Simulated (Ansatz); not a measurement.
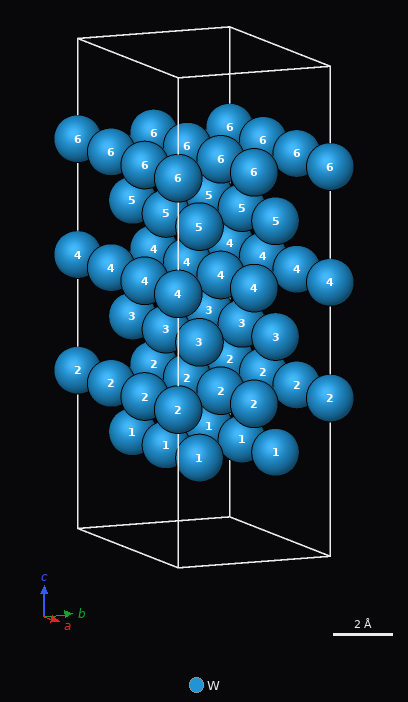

Fig. 1: The input geometry (spheres-only view of the 3 × 2 repeat of the cell, with the vacuum cut short, seen slightly off an axis; atoms are numbered from 1 in the order of the input). An atom can appear more than once, as a periodic image.

# Geometry relaxation, with input and output: W (part 1 of 2)

The run: geometry relaxation of W (slab, 6 atoms in the cell). Method and program: DFT PBE, scalar-relativistic, plane waves, PAW, no spin polarisation (Ansatz 0.2.0).

The structure derives from an entry of the Crystallography Open Database. It belongs to a series of runs on one base structure; here: (1 0 0) slab, atoms relaxed. Figures and captions count atoms from 1; the log counts them from 0 in places.

Input file:
```yaml
crystal:
  lattice:
    - [2.8545944811, 0.0, 0.0]
    - [0.0, 2.8545944811, 0.0]
    - [0.0, 0.0, 25.0925155756]
  atoms:
    - { symbol: W, position: [0.5, 0.5, 0.2988939063] }
    - { symbol: W, position: [0.0, 0.0, 0.3793363438] }
    - { symbol: W, position: [0.5, 0.5, 0.4597787813] }
    - { symbol: W, position: [0.0, 0.0, 0.5402212187] }
    - { symbol: W, position: [0.5, 0.5, 0.6206636562] }
    - { symbol: W, position: [0.0, 0.0, 0.7011060937] }
basis:
  ecutwfc: 420
kpoints:
  mp_grid: { grid: [12, 12, 1] }
hamiltonian:
  xc: pbe
scf:
  occupations: { method: gaussian, width: 0.1 }
output:
  forces: true
  eigenvalues: true
  write_density: true
  write_potential: true
  elf: true
  volumetric_format: npy
relax:
  adjacent_minimum: "off"
  f_tol: 0.02
  max_steps: 60
efield:
  axis: 3
  dipole_correction: true
  ramp_width: 0.04
```

Machine: 1 thread of Intel Xeon @ 2.50GHz (Skylake/Cascade Lake), 189 GiB of memory available, shared host.

Launched with:
```bash
ansatz run input.yaml --threads 1 --pin off --max-ram 2560MiB --backend cpu --events-out ev --progress --plain --runs-dir out
```

The program's output:
```
Engine: ansatz 0.2.0, x86_64-unknown-linux-gnu
Pseudopotentials: kind: paw
Pseudopotential: W, paw, valence charge 14, recommended cutoff 420 eV (normal), W.paw.azcp
Functional definition: PBE
  parameter kappa = 0.804
  parameter beta = 0.06672455060314922
  exchange = pbe_x(kappa = kappa, mu = beta*pi^2/3)
  correlation = pbe_c(beta = beta)
Crystal: 6 atoms, lattice volume = 204.472 Å³
Basis set: ecut = 420 eV, 4023 PW (Γ), exchange–correlation on 40×40×360 points (8 copies of the dense FFT grid, shifted against one another)
Bands: 51, of which v1, the nominal top of the filled ones, is band 42 counted from 1 (41 counted from 0)
Symmetry: 8 space group operations
k-points: 28 of 144
Non-local potential: W, projectors of the file, l = 0: 3, l = 1: 2, l = 2: 2, l = 3: 1
PAW form: soft (Blöchl's): semilocal exchange-correlation on the pseudo side does not see the compensation charge
PAW one-centre angular grid: W, 590 points (default); XC on 64 Gauss nodes
Initial density: superposition of atomic densities (neutral atoms: chi_scale 0, normalization atom), corrected by the library's trained network
Initial wavefunctions: pseudopotential atomic-orbital guess
Functional: x = pbe(κ = 0.804, μ = 0.2195149727645171), c = pbe(β = 0.06672455060314922)
SCF iter   1: F=—  HF=-62302.762139 eV  |F-HF|=—  |Δ(HF+E_count)|=         —  Δρ=1.14e-2  dr2=4.98e0  ethr=1.77e-3  p=-0.000 e·Å  D=-2.91e-15 V/Å  ΔV_dip=0.00 eV  dr2_dipole=2.08e-6  V_vac-E_F(+/−)=4.58/4.58 eV  ⟨swp⟩=8.2  Hψ=6502  notcnv=0
efield: sawtooth ramp at fractional position 0.9800 (placed from the atoms, in the widest stretch of the axis that holds none; the zero of the levels goes with the place), width 0.0400; the density the first Hamiltonian is built on has a dipole p = -0.000 e·Å; the dipole correction subtracts the counter field D = -2.91e-15 V/Å, which shifts the + side's vacuum level by +0.00 eV against the − side's; the planar-averaged density in the ramp window peaks in size at 1.2e-5 e/Å³
preconditioner: auto → LDOS  [metal: Δε(μ)=0.029 eV  Ē_g=4.126 eV  σ=0.100 eV  W_gap=0.16  n_scr=46 (ndim 8)  ℏωp=15.6 eV  f_vac=0.444  D(μ)=8.85/eV (n_scr^D=74)  β→1.0]
SCF iter   2: F=—  HF=-62302.671004 eV  |F-HF|=—  |Δ(HF+E_count)|=   9.11e-2  Δρ=2.84e-3  dr2=9.83e-2  ethr=1.77e-3  p=-0.000 e·Å  D=-4.47e-7 V/Å  ΔV_dip=0.00 eV  dr2_dipole=9.64e-6  V_vac-E_F(+/−)=4.56/4.56 eV  ⟨swp⟩=1.2  Hψ=1660  notcnv=0  defer=19
SCF iter   3: F=—  HF=-62302.668828 eV  |F-HF|=—  |Δ(HF+E_count)|=   2.18e-3  Δρ=9.31e-4  dr2=1.26e-2  ethr=1.17e-4  p=-0.000 e·Å  D=-3.15e-6 V/Å  ΔV_dip=0.00 eV  dr2_dipole=3.47e-7  V_vac-E_F(+/−)=4.59/4.59 eV  ⟨swp⟩=2.0  Hψ=1673  notcnv=0  defer=42
SCF iter   4: F=—  HF=-62302.668716 eV  |F-HF|=—  |Δ(HF+E_count)|=   1.11e-4  Δρ=3.27e-4  dr2=3.87e-4  ethr=1.50e-5  p=-0.000 e·Å  D=-3.64e-6 V/Å  ΔV_dip=0.00 eV  dr2_dipole=8.53e-9  V_vac-E_F(+/−)=4.60/4.60 eV  ⟨swp⟩=1.9  Hψ=1669  notcnv=0  defer=42
SCF iter   5: F=—  HF=-62302.668430 eV  |F-HF|=—  |Δ(HF+E_count)|=   2.87e-4  Δρ=1.55e-4  dr2=1.44e-4  ethr=4.60e-7  p=-0.000 e·Å  D=-1.91e-6 V/Å  ΔV_dip=0.00 eV  dr2_dipole=6.04e-12  V_vac-E_F(+/−)=4.60/4.60 eV  ⟨swp⟩=3.2  Hψ=2555  notcnv=0  defer=42
iter 6 did not close the SCF: its close was put off until two iterations running show no level that it waits for move by more than its bar (scf_convergence_deferred on its scf_iter line)
SCF iter   6: F=-62302.668447 eV  HF=-62302.668446 eV  |F-HF|=1.19e-6  |Δ(HF+E_count)|=   1.64e-5  Δρ=5.41e-5  dr2=5.69e-6  ethr=1.19e-8  p=-0.000 e·Å  D=-4.98e-7 V/Å  ΔV_dip=0.00 eV  dr2_dipole=2.63e-12  V_vac-E_F(+/−)=4.60/4.60 eV  ⟨swp⟩=21.2  Hψ=15441  notcnv=0
SCF iter   7: F=-62302.668449 eV  HF=-62302.668449 eV  |F-HF|=1.98e-7  |Δ(HF+E_count)|=   2.68e-6  Δρ=1.89e-5  dr2=8.98e-7  ethr=6.77e-9  p=-0.000 e·Å  D=-1.37e-7 V/Å  ΔV_dip=0.00 eV  dr2_dipole=7.72e-12  V_vac-E_F(+/−)=4.60/4.60 eV  ⟨swp⟩=11.9  Hψ=12720  notcnv=0
SCF 1 converged in 7 iterations: F = -62302.668449 eV  dr2 = 8.98e-7
  greatest PAW one-centre occupation: 1.000 electrons in one spin orbital (limit 2), on the W atom at site 5 (counted from 0), in its partial waves of l = 0
relax step   1: F+E_penalty+E_count = -62302.66844901 eV  Δ(F+E_penalty+E_count) = +0.000e0 eV  max|allowed force component| = 5.441e-2 eV/Å  Δτ_max = 0.0000 Å  (7 SCF iters, dr2 threshold 1.00e-5 eV, accepted)
Initial density: handed on by an earlier stage of this run
Initial wavefunctions: those handed on with the density
iter 1 solved again at ethr=1.31e-3 eV; its pass at ethr=3.10e-3 eV (dr2=1.10e0 eV) is discarded
SCF iter   1: F=—  HF=-62302.689138 eV  |F-HF|=—  |Δ(HF+E_count)|=         —  Δρ=5.55e-3  dr2=1.08e0  ethr=1.31e-3  p=-0.000 e·Å  D=-1.37e-7 V/Å  ΔV_dip=0.00 eV  dr2_dipole=1.87e-11  V_vac-E_F(+/−)=4.61/4.61 eV  ⟨swp⟩=1.1  Hψ=4167  notcnv=0  defer=55
efield: sawtooth ramp at fractional position 0.9800 (handed on by an earlier solve), width 0.0400; the density the first Hamiltonian is built on has a dipole p = -0.000 e·Å; the dipole correction subtracts the counter field D = -1.37e-7 V/Å, which shifts the + side's vacuum level by +0.00 eV against the − side's; the planar-averaged density in the ramp window peaks in size at 1.1e-6 e/Å³
preconditioner: auto → LDOS  [metal: Δε(μ)=0.018 eV  Ē_g=4.139 eV  σ=0.100 eV  W_gap=0.10  n_scr=46 (ndim 8)  ℏωp=15.6 eV  f_vac=0.450  D(μ)=10.06/eV (n_scr^D=90)  β→1.0]
SCF iter   2: F=—  HF=-62302.673083 eV  |F-HF|=—  |Δ(HF+E_count)|=   1.61e-2  Δρ=1.19e-3  dr2=7.41e-3  ethr=1.29e-3  p=0.000 e·Å  D=8.66e-8 V/Å  ΔV_dip=-0.00 eV  dr2_dipole=4.61e-11  V_vac-E_F(+/−)=4.59/4.59 eV  ⟨swp⟩=1.2  Hψ=1383  notcnv=0  defer=55
SCF iter   3: F=—  HF=-62302.672195 eV  |F-HF|=—  |Δ(HF+E_count)|=   8.88e-4  Δρ=8.20e-4  dr2=6.86e-3  ethr=8.83e-6  p=0.000 e·Å  D=2.19e-7 V/Å  ΔV_dip=-0.00 eV  dr2_dipole=3.60e-10  V_vac-E_F(+/−)=4.60/4.60 eV  ⟨swp⟩=3.2  Hψ=2918  notcnv=0  defer=55
SCF iter   4: F=—  HF=-62302.671507 eV  |F-HF|=—  |Δ(HF+E_count)|=   6.88e-4  Δρ=1.70e-4  dr2=1.10e-4  ethr=8.17e-6  p=0.000 e·Å  D=1.69e-7 V/Å  ΔV_dip=-0.00 eV  dr2_dipole=2.41e-12  V_vac-E_F(+/−)=4.60/4.60 eV  ⟨swp⟩=2.0  Hψ=1901  notcnv=0  defer=55
SCF iter   5: F=—  HF=-62302.671519 eV  |F-HF|=—  |Δ(HF+E_count)|=   1.22e-5  Δρ=7.01e-5  dr2=9.71e-6  ethr=1.31e-7  p=0.000 e·Å  D=5.47e-8 V/Å  ΔV_dip=-0.00 eV  dr2_dipole=3.35e-11  V_vac-E_F(+/−)=4.60/4.60 eV  ⟨swp⟩=3.0  Hψ=2413  notcnv=0  defer=55
SCF iter   6: F=—  HF=-62302.671207 eV  |F-HF|=—  |Δ(HF+E_count)|=   3.12e-4  Δρ=2.67e-5  dr2=1.23e-6  ethr=1.16e-8  p=0.000 e·Å  D=1.52e-9 V/Å  ΔV_dip=-0.00 eV  dr2_dipole=1.18e-12  V_vac-E_F(+/−)=4.60/4.60 eV  ⟨swp⟩=2.0  Hψ=1852  notcnv=0  defer=56
SCF iter   7: F=—  HF=-62302.671208 eV  |F-HF|=—  |Δ(HF+E_count)|=   1.51e-6  Δρ=6.98e-6  dr2=1.52e-7  ethr=1.46e-9  p=-0.000 e·Å  D=-5.41e-9 V/Å  ΔV_dip=0.00 eV  dr2_dipole=3.56e-15  V_vac-E_F(+/−)=4.61/4.61 eV  ⟨swp⟩=2.5  Hψ=2393  notcnv=0  defer=56
SCF iter   8: F=-62302.671208 eV  HF=-62302.671208 eV  |F-HF|=1.50e-8  |Δ(HF+E_count)|=   1.13e-7  Δρ=2.94e-6  dr2=5.76e-8  ethr=1.19e-10  p=0.000 e·Å  D=6.68e-10 V/Å  ΔV_dip=-0.00 eV  dr2_dipole=4.49e-14  V_vac-E_F(+/−)=4.61/4.61 eV  ⟨swp⟩=20.1  Hψ=12593  notcnv=0
SCF 2 converged in 8 iterations: F = -62302.671208 eV  dr2 = 5.76e-8
relax step   2: F+E_penalty+E_count = -62302.67120839 eV  Δ(F+E_penalty+E_count) = -2.759e-3 eV  max|allowed force component| = 3.488e-2 eV/Å  Δτ_max = 0.0383 Å  (8 SCF iters, accepted)
iter 1 solved again at ethr=1.99e-3 eV; its pass at ethr=3.10e-3 eV (dr2=1.67e0 eV) is discarded
SCF iter   1: F=—  HF=-62302.701584 eV  |F-HF|=—  |Δ(HF+E_count)|=         —  Δρ=7.42e-3  dr2=1.62e0  ethr=1.99e-3  p=0.000 e·Å  D=6.70e-10 V/Å  ΔV_dip=-0.00 eV  dr2_dipole=1.46e-11  V_vac-E_F(+/−)=4.61/4.61 eV  ⟨swp⟩=1.0  Hψ=4465  notcnv=0  defer=47
efield: sawtooth ramp at fractional position 0.9800 (handed on by an earlier solve), width 0.0400; the density the first Hamiltonian is built on has a dipole p = 0.000 e·Å; the dipole correction subtracts the counter field D = 6.70e-10 V/Å, which shifts the + side's vacuum level by -0.00 eV against the − side's; the planar-averaged density in the ramp window peaks in size at 2.9e-6 e/Å³
preconditioner: auto → LDOS  [metal: Δε(μ)=0.018 eV  Ē_g=4.188 eV  σ=0.100 eV  W_gap=0.10  n_scr=46 (ndim 8)  ℏωp=15.6 eV  f_vac=0.451  D(μ)=9.07/eV (n_scr^D=82)  β→1.0]
SCF iter   2: F=—  HF=-62302.673077 eV  |F-HF|=—  |Δ(HF+E_count)|=   2.85e-2  Δρ=1.44e-3  dr2=9.13e-3  ethr=1.93e-3  p=-0.000 e·Å  D=-5.24e-8 V/Å  ΔV_dip=0.00 eV  dr2_dipole=5.11e-11  V_vac-E_F(+/−)=4.59/4.59 eV  ⟨swp⟩=1.1  Hψ=1375  notcnv=0  defer=47
SCF iter   3: F=—  HF=-62302.670686 eV  |F-HF|=—  |Δ(HF+E_count)|=   2.39e-3  Δρ=8.72e-4  dr2=7.79e-3  ethr=1.09e-5  p=-0.000 e·Å  D=-1.28e-7 V/Å  ΔV_dip=0.00 eV  dr2_dipole=2.37e-10  V_vac-E_F(+/−)=4.61/4.61 eV  ⟨swp⟩=3.4  Hψ=3095  notcnv=0  defer=54
SCF iter   4: F=—  HF=-62302.670053 eV  |F-HF|=—  |Δ(HF+E_count)|=   6.33e-4  Δρ=2.34e-4  dr2=1.70e-4  ethr=9.28e-6  p=-0.000 e·Å  D=-3.13e-8 V/Å  ΔV_dip=0.00 eV  dr2_dipole=2.29e-12  V_vac-E_F(+/−)=4.60/4.60 eV  ⟨swp⟩=2.0  Hψ=1871  notcnv=0  defer=54
SCF iter   5: F=—  HF=-62302.670067 eV  |F-HF|=—  |Δ(HF+E_count)|=   1.40e-5  Δρ=1.03e-4  dr2=1.78e-5  ethr=2.02e-7  p=-0.000 e·Å  D=-1.34e-8 V/Å  ΔV_dip=0.00 eV  dr2_dipole=6.59e-12  V_vac-E_F(+/−)=4.61/4.61 eV  ⟨swp⟩=3.3  Hψ=2522  notcnv=0  defer=54
SCF iter   6: F=—  HF=-62302.669758 eV  |F-HF|=—  |Δ(HF+E_count)|=   3.10e-4  Δρ=3.69e-5  dr2=2.14e-6  ethr=2.12e-8  p=0.000 e·Å  D=4.29e-9 V/Å  ΔV_dip=-0.00 eV  dr2_dipole=1.21e-11  V_vac-E_F(+/−)=4.61/4.61 eV  ⟨swp⟩=2.1  Hψ=2049  notcnv=0  defer=56
SCF iter   7: F=—  HF=-62302.669760 eV  |F-HF|=—  |Δ(HF+E_count)|=   2.65e-6  Δρ=1.08e-5  dr2=5.23e-7  ethr=2.55e-9  p=-0.000 e·Å  D=-9.21e-9 V/Å  ΔV_dip=0.00 eV  dr2_dipole=1.48e-13  V_vac-E_F(+/−)=4.62/4.62 eV  ⟨swp⟩=2.6  Hψ=2467  notcnv=0  defer=56
SCF iter   8: F=-62302.669760 eV  HF=-62302.669760 eV  |F-HF|=5.17e-9  |Δ(HF+E_count)|=   2.69e-7  Δρ=3.57e-6  dr2=6.11e-8  ethr=1.19e-10  p=0.000 e·Å  D=1.11e-9 V/Å  ΔV_dip=-0.00 eV  dr2_dipole=1.46e-13  V_vac-E_F(+/−)=4.62/4.62 eV  ⟨swp⟩=18.5  Hψ=13360  notcnv=0
SCF 3 converged in 8 iterations: F = -62302.669760 eV  dr2 = 6.11e-8
relax step   3: F+E_penalty+E_count = -62302.66976043 eV  Δ(F+E_penalty+E_count) = +1.448e-3 eV  max|allowed force component| = 1.615e-1 eV/Å  Δτ_max = 0.0576 Å  (8 SCF iters, rejected (line search))
iter 1 solved again at ethr=6.32e-4 eV; its pass at ethr=3.10e-3 eV (dr2=5.31e-1 eV) is discarded
SCF iter   1: F=—  HF=-62302.682000 eV  |F-HF|=—  |Δ(HF+E_count)|=         —  Δρ=4.19e-3  dr2=5.33e-1  ethr=6.32e-4  p=0.000 e·Å  D=1.11e-9 V/Å  ΔV_dip=-0.00 eV  dr2_dipole=2.27e-11  V_vac-E_F(+/−)=4.61/4.61 eV  ⟨swp⟩=1.1  Hψ=3859  notcnv=0  defer=57
efield: sawtooth ramp at fractional position 0.9800 (handed on by an earlier solve), width 0.0400; the density the first Hamiltonian is built on has a dipole p = 0.000 e·Å; the dipole correction subtracts the counter field D = 1.11e-9 V/Å, which shifts the + side's vacuum level by -0.00 eV against the − side's; the planar-averaged density in the ramp window peaks in size at 1.0e-6 e/Å³
preconditioner: auto → LDOS  [metal: Δε(μ)=0.007 eV  Ē_g=4.137 eV  σ=0.100 eV  W_gap=0.04  n_scr=46 (ndim 8)  ℏωp=15.6 eV  f_vac=0.451  D(μ)=10.10/eV (n_scr^D=90)  β→1.0]
SCF iter   2: F=—  HF=-62302.673003 eV  |F-HF|=—  |Δ(HF+E_count)|=   9.00e-3  Δρ=7.78e-4  dr2=8.15e-3  ethr=6.32e-4  p=-0.000 e·Å  D=-4.20e-7 V/Å  ΔV_dip=0.00 eV  dr2_dipole=2.16e-11  V_vac-E_F(+/−)=4.62/4.62 eV  ⟨swp⟩=1.0  Hψ=1370  notcnv=0  defer=57
SCF iter   3: F=—  HF=-62302.672478 eV  |F-HF|=—  |Δ(HF+E_count)|=   5.25e-4  Δρ=4.14e-4  dr2=1.26e-3  ethr=9.70e-6  p=-0.000 e·Å  D=-2.19e-7 V/Å  ΔV_dip=0.00 eV  dr2_dipole=4.58e-12  V_vac-E_F(+/−)=4.61/4.61 eV  ⟨swp⟩=2.0  Hψ=1883  notcnv=0  defer=57
SCF iter   4: F=—  HF=-62302.672383 eV  |F-HF|=—  |Δ(HF+E_count)|=   9.52e-5  Δρ=1.17e-4  dr2=5.49e-5  ethr=1.51e-6  p=-0.000 e·Å  D=-1.64e-7 V/Å  ΔV_dip=0.00 eV  dr2_dipole=4.76e-12  V_vac-E_F(+/−)=4.61/4.61 eV  ⟨swp⟩=2.0  Hψ=1988  notcnv=0  defer=57
SCF iter   5: F=—  HF=-62302.672069 eV  |F-HF|=—  |Δ(HF+E_count)|=   3.14e-4  Δρ=5.20e-5  dr2=7.80e-6  ethr=6.53e-8  p=-0.000 e·Å  D=-6.58e-8 V/Å  ΔV_dip=0.00 eV  dr2_dipole=4.86e-13  V_vac-E_F(+/−)=4.61/4.61 eV  ⟨swp⟩=3.0  Hψ=2803  notcnv=0  defer=57
SCF iter   6: F=—  HF=-62302.672071 eV  |F-HF|=—  |Δ(HF+E_count)|=   2.31e-6  Δρ=2.26e-5  dr2=1.06e-6  ethr=9.29e-9  p=-0.000 e·Å  D=-2.13e-8 V/Å  ΔV_dip=0.00 eV  dr2_dipole=2.91e-13  V_vac-E_F(+/−)=4.61/4.61 eV  ⟨swp⟩=2.0  Hψ=1877  notcnv=0  defer=57
SCF iter   7: F=—  HF=-62302.672072 eV  |F-HF|=—  |Δ(HF+E_count)|=   1.06e-6  Δρ=6.95e-6  dr2=2.23e-7  ethr=1.26e-9  p=-0.000 e·Å  D=-1.29e-8 V/Å  ΔV_dip=0.00 eV  dr2_dipole=5.86e-13  V_vac-E_F(+/−)=4.60/4.60 eV  ⟨swp⟩=2.3  Hψ=2362  notcnv=0  defer=57
SCF iter   8: F=-62302.672072 eV  HF=-62302.672072 eV  |F-HF|=7.21e-9  |Δ(HF+E_count)|=   7.36e-8  Δρ=2.24e-6  dr2=1.51e-8  ethr=1.19e-10  p=-0.000 e·Å  D=-7.41e-9 V/Å  ΔV_dip=0.00 eV  dr2_dipole=5.80e-15  V_vac-E_F(+/−)=4.60/4.60 eV  ⟨swp⟩=19.8  Hψ=12418  notcnv=0
SCF 4 converged in 8 iterations: F = -62302.672072 eV  dr2 = 1.51e-8
  greatest PAW one-centre occupation: 1.000 electrons in one spin orbital (limit 2), on the W atom at site 0 (counted from 0), in its partial waves of l = 0
relax step   4: F+E_penalty+E_count = -62302.67207232 eV  Δ(F+E_penalty+E_count) = -8.639e-4 eV  max|allowed force component| = 1.003e-2 eV/Å  Δτ_max = 0.0282 Å  (8 SCF iters, accepted)
```

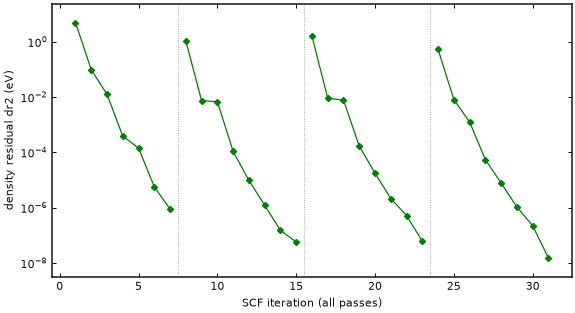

Fig. 2: Convergence of the self-consistent field: density residual dr2 against the SCF iteration. The dotted lines part the SCF passes of the relaxation: geometry steps, rejected trials and re-solves on a re-selected basis. The passes take 7, 8, 8 and 8 iterations.
